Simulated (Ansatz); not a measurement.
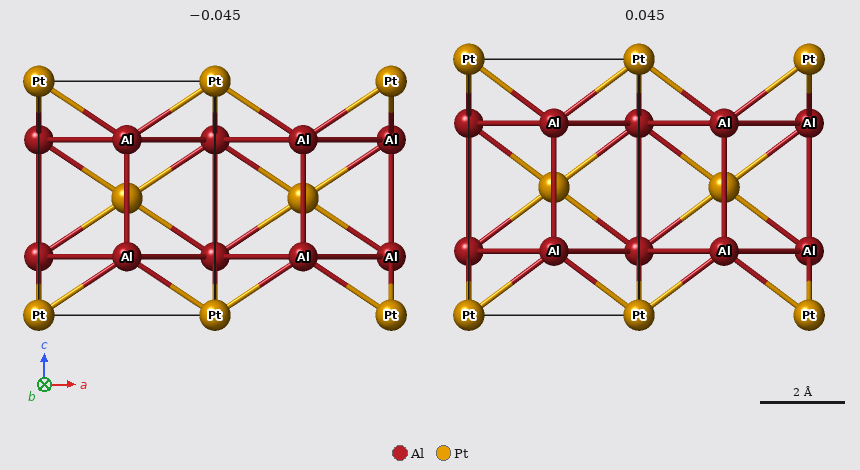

A crystal of Al₂Pt (set up in Fm-3m), under uniaxial strain along c (a, b relaxed, atoms fixed by symmetry), with energies (extrapolated to zero smearing) counted from the relaxed crystal, which is the row at zero; the cubic crystal is set up in a tetragonal cell with a = a(cubic)/√2 and c = a(cubic). The picture shows the first and the last member. The picture is a ball-and-stick view of the cell of the calculation, repeated 2 × 1 × 1 with one cell outlined, seen along the b axis.

Computed with Ansatz 0.2.0: DFT PBEsol, scalar-relativistic, plane waves, PAW. Set-up: plane-wave cutoff 420 eV; k-point mesh 8 × 8 × 6; occupations gaussian; smearing width 0.1 eV; no spin polarisation; force threshold 0.008 eV/Å.

```
strain  energy (meV/atom)  a (Å)  c (Å)
−0.045              10.17  4.242  5.631
 −0.03               3.73  4.219  5.720
−0.015               0.69  4.195  5.808
   0.0               0.00  4.169  5.897
 0.015                  ?      ?      ?
  0.03               3.84  4.122  6.073
 0.045               9.16  4.098  6.162
```

Q: Fill in the missing row.

A: A parabola through three neighbouring rows (−0.015, 0.0, 0.03) gives, with Lagrange weights, (−0.3333)(0.69) + (1.0000)(0.00) + (0.3333)(3.84) = 1.05 meV/atom. The calculation gives 0.77 meV/atom (a = 4.145 Å, c = 5.985 Å). The estimate is 0.28 meV/atom too high. From the first member to the last: Al–Al 2.816 → 3.081 Å, Al–Al 3.000 → 2.898 Å, Al–Pt 2.546 → 2.564 Å.

The whole series:

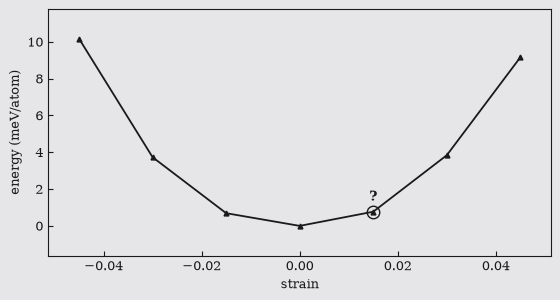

Each member starts from this one structure; whether another phase lies lower wasn't checked.
